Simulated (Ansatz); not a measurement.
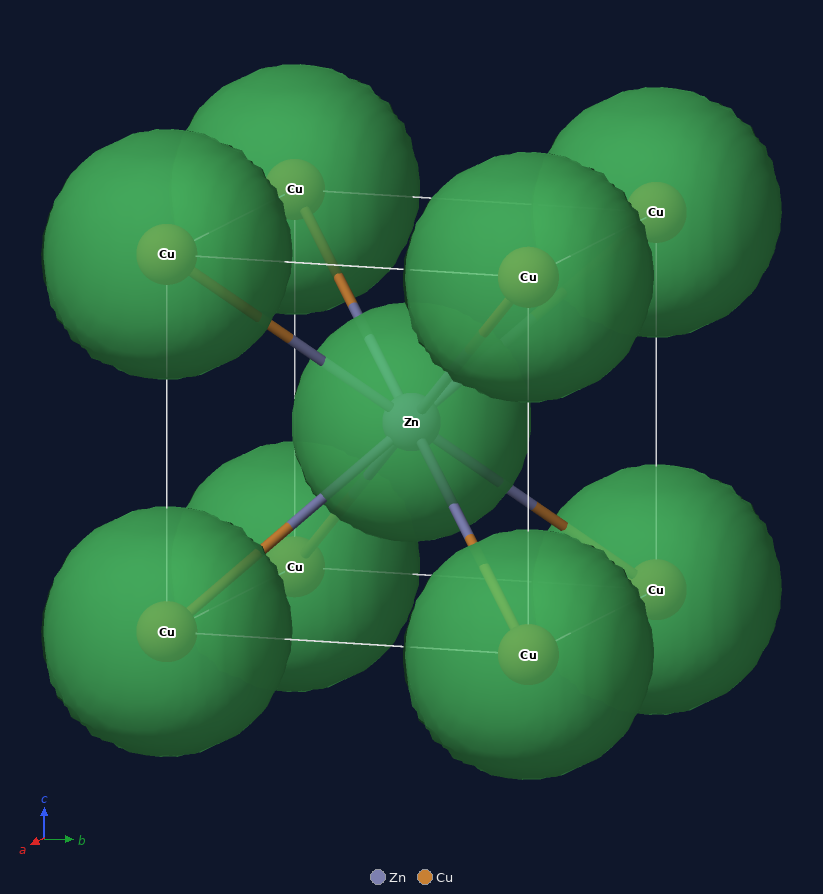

Figure. ZnCu. Isosurface of the valence pseudo-density at 0.5 e/Å³ (green), seen slightly off an axis. Sticks mark near contacts.

Space group Pm-3m.

These are results of Ansatz, Kohn-Sham DFT of a periodic cell, PBEsol with D4, Ansatz PAW, not measurements.

Core electrons are frozen (PAW), and the valence fields are smoothed inside the atomic spheres.

> What does this surface tell about the bonding?

At this value the density breaks into separate islands; it holds about 85 % of the electrons treated as valence (semicore included). It bridges none of the near contacts. It is pinched off along the sampled Zn–Cu (2.50 Å) contacts. On the grid the lowest density along these lines, outside the cores, is 0.29 e/Å³ (Zn–Cu, 2.50 Å).
